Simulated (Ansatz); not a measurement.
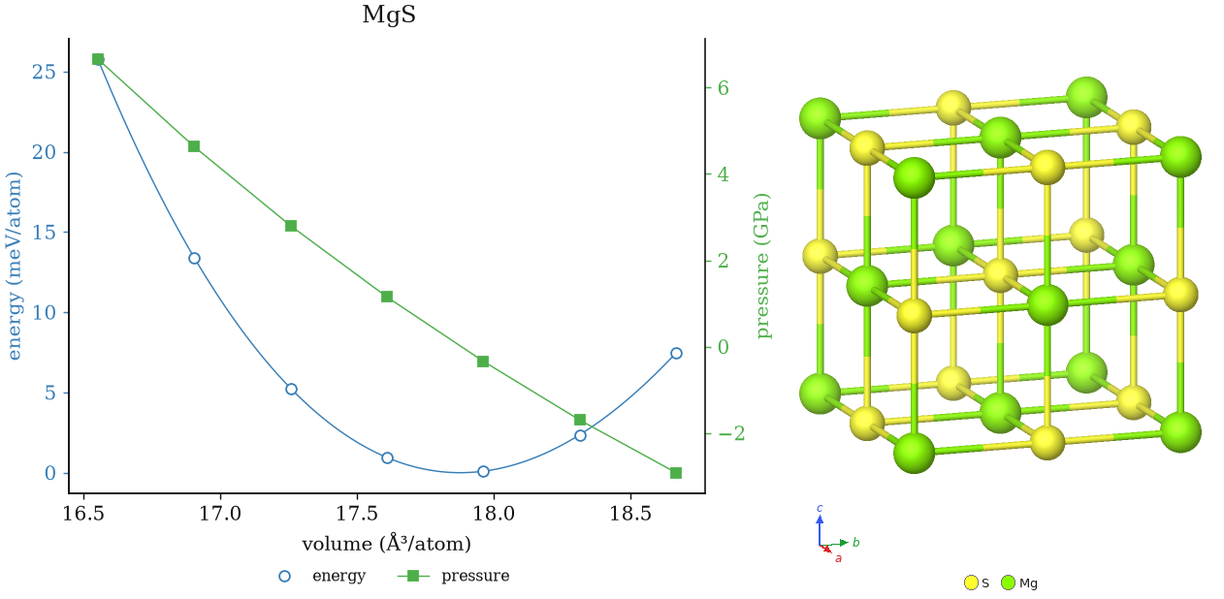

Figure. Energy and pressure against volume for MgS, space group Fm-3m (No. 225). The conventional cell is drawn beside the plot.

A third-order Birch–Murnaghan fit gives V0 = 17.88 Å³/atom, B0 = 73.9 GPa and B′ = 4.1. The energy is 25.77 meV/atom at volume 16.55 Å³/atom and 7.46 meV/atom at 18.67 Å³/atom; the lowest computed point is at volume 17.96 Å³/atom (0.09 meV/atom). The pressure falls from 6.66 GPa at volume 16.55 Å³/atom to −2.92 GPa at 18.67 Å³/atom, and changes sign near 17.88 Å³/atom.

Calculation (Ansatz 0.2.0): all-electron LAPW DFT, no spin polarisation; energies at scaled volumes of the given cell, shape and fractions fixed, counted from the fit's minimum, third-order Birch-Murnaghan fit. Level: PBE.

k mesh 9×9×9; occupations Fermi–Dirac; smearing width 0.05 eV; potentials all electron LAPW, scalar relativistic; program settings basis error eV/atom 0.0005.

Starting cell:
```cif
data_structure
_symmetry_space_group_name_H-M 'P 1'
_symmetry_Int_Tables_number 1
_cell_length_a 3.6793
_cell_length_b 3.6793
_cell_length_c 3.6793
_cell_angle_alpha 60.000
_cell_angle_beta 60.000
_cell_angle_gamma 60.000
_cell_volume 35.22
loop_
_atom_site_label
_atom_site_type_symbol
_atom_site_fract_x
_atom_site_fract_y
_atom_site_fract_z
_atom_site_occupancy
S1 S 0.50000 0.50000 0.50000 1
Mg1 Mg 0.00000 0.00000 0.00000 1
```
